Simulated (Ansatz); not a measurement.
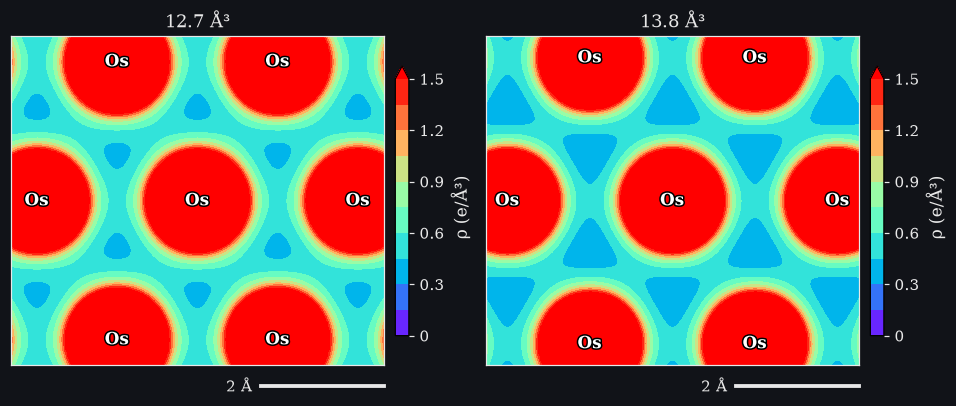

Os. The valence charge density (pseudo) of cells scaled evenly to different volumes (given per atom above each panel), on the (111) plane of each (indices in the axes of the cell below), at one length scale and on one colour scale.

A generated structure, not necessarily the stable one; computed without spin polarisation.

All numbers below come from Ansatz, DFT, LDA (PW92), plane waves (420 eV) with PAW, scalar-relativistic.

The density is the valence pseudo-density of a PAW calculation; it isn't the true density close to the nuclei.

The largest cell:

```cif
data_structure
_symmetry_space_group_name_H-M 'P 1'
_symmetry_Int_Tables_number 1
_cell_length_a 2.6897
_cell_length_b 2.6897
_cell_length_c 2.6897
_cell_angle_alpha 60.000
_cell_angle_beta 60.000
_cell_angle_gamma 60.000
_cell_volume 13.76
loop_
_atom_site_label
_atom_site_type_symbol
_atom_site_fract_x
_atom_site_fract_y
_atom_site_fract_z
_atom_site_occupancy
Os1 Os 0.00000 0.00000 0.00000 1
```

| volume (Å³/atom) | Os–Os contact in the plane (Å) | ρ at its midpoint (e/Å³) | pressure (GPa) | 
| --- | --- | --- | --- |
| 12.66 | 2.616 | 0.542 | 44.3 | 
| 13.21 | 2.653 | ? | ? | 
| 13.76 | 2.690 | 0.480 | −0.2 | 

Q: What values belong in the row with question marks?

A: Over the known rows ln ρ falls by 1.64 per Å of Os–Os distance (the line through the two), which gives 0.510 e/Å³ at 2.653 Å; the calculation gives 0.509 e/Å³. For the pressure, a straight line in volume between the neighbouring rows gives 22.0 GPa; the calculation gives 19.5, lower because pressure rises ever faster on compression.
